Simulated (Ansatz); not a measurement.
The calculation's input:

```
crystal:
  lattice:
    - [0.0, 2.2641691178, 2.2641691178]
    - [2.2641691178, 0.0, 2.2641691178]
    - [2.2641691178, 2.2641691178, 0.0]
  atoms:
    - { symbol: Si, position: [0.0, 0.0, 0.0] }
    - { symbol: O, position: [0.25, 0.25, 0.25] }
    - { symbol: O, position: [0.75, 0.75, 0.75] }
kpoints:
  mp_grid: { grid: [10, 10, 10] }
  band_path:
    path:
      - [0.0, 0.0, 0.0]
      - [0.5, 0.0, 0.5]
      - [0.625, 0.25, 0.625]
      - [0.375, 0.375, 0.75]
      - [0.5, 0.5, 0.5]
      - [0.5, 0.25, 0.75]
      - [0.0, 0.5, 0.5]
    npoints: 1
hamiltonian:
  xc: r2scan
scf:
  occupations: { method: fixed }
  n_extra_bands: 4
output:
  forces: true
  stress: true
  eigenvalues: true
  write_density: true
  write_potential: true
  elf: true
  volumetric_format: npy
```

Command:

```sh
ansatz run input.yaml --threads 2 --pin off --max-ram 2211MiB --backend cpu --events-out ev --progress --plain --runs-dir out
```

Below, planes, directions and counts refer to the conventional cell (a = 4.53 Å, b = 4.53 Å, c = 4.53 Å, α = 90.00°, β = 90.00°, γ = 90.00°).

Space group Fm-3m; started from the fluorite prototype, which need not be the ambient phase.

Computed with DFT, r2SCAN, plane waves, PAW (Ansatz).

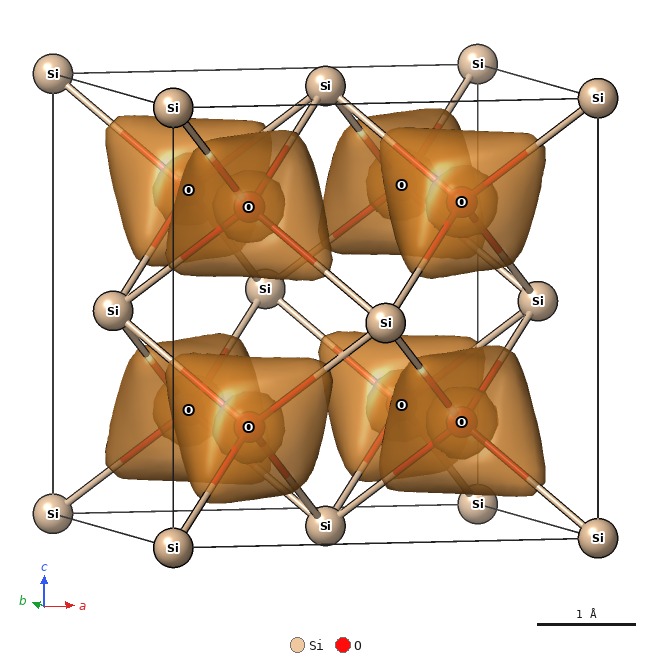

SiO$_{2}$. Isosurface of the electron localisation function at 0.7 (orange), seen at an oblique angle. Only the valence region is drawn (cores and ρ < 0.01 e/Å³ removed). Sticks mark near contacts.

> Identify the bonds, lone pairs and shells in this picture.

The ELF exceeds this value in eight regions on O in which the atom's valence shell and bonds are merged, counted in one cell of 12 atoms. Regions shared between cells count once.

Values along the shortest contacts:
Si–O (1.96 Å): the ELF peaks at about 0.85 between the atoms.

> Does the calculation give a band gap?

It is gapped, with a Kohn–Sham gap of 2.7 eV on the k-point mesh (the band edges may lie off the mesh, which would make the gap smaller).
